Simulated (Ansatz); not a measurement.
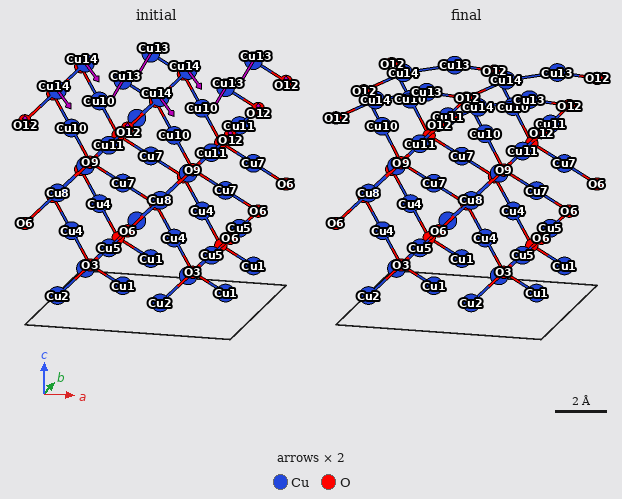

The structure of a slab of composition Cu5O2 (cut from the Pn-3m phase) before (left) and after (right) a constrained relaxation, at one scale. The purple arrows give the displacements, magnified 2 times.

A ball-and-stick model of the 2 × 2 repeat of the cell, outlined in the plane, without the vacuum, seen slightly off an axis.

Case: clean slab, lower half held. The slab is the (1 0 0) face of Cu2O. 6 atoms are held fixed.

All numbers below come from DFT PBEsol, scalar-relativistic, plane waves, PAW (Ansatz). Set-up: plane-wave cutoff 420 eV; k-point mesh 7 × 7 × 1; occupations gaussian; smearing width 0.05 eV; no spin polarisation; dipole correction; atoms relaxed in a fixed cell; force threshold 0.03 eV/Å; at most 70 steps.

Summarise the run.

Answer. The largest moves, 0.55 Å, are those of Cu13 and Cu14. Cu14 goes at 36° to the normal (−c side). By element the largest moves are Cu 0.55 Å, O 0.12 Å. The cell doesn't change. Near-neighbour distances that change, for instance: Cu13–Cu14 2.986 → 2.342 Å, Cu10–Cu13 2.986 → 2.488 Å, O9–Cu10 1.828 → 1.888 Å, O12–Cu13 1.828 → 1.880 Å. Bond angles that change, for instance: Cu13–O12–Cu14 109.5° → 149.8°, Cu10–O12–Cu13 109.5° → 99.0°, Cu10–O12–Cu11 109.5° → 106.3°. The energy falls by 0.901 eV per cell of the calculation in 5 accepted moves (6 points after the start). The largest force component goes from 0.98 to 0.024 eV/Å. 1 step only repeated the SCF at the same geometry.
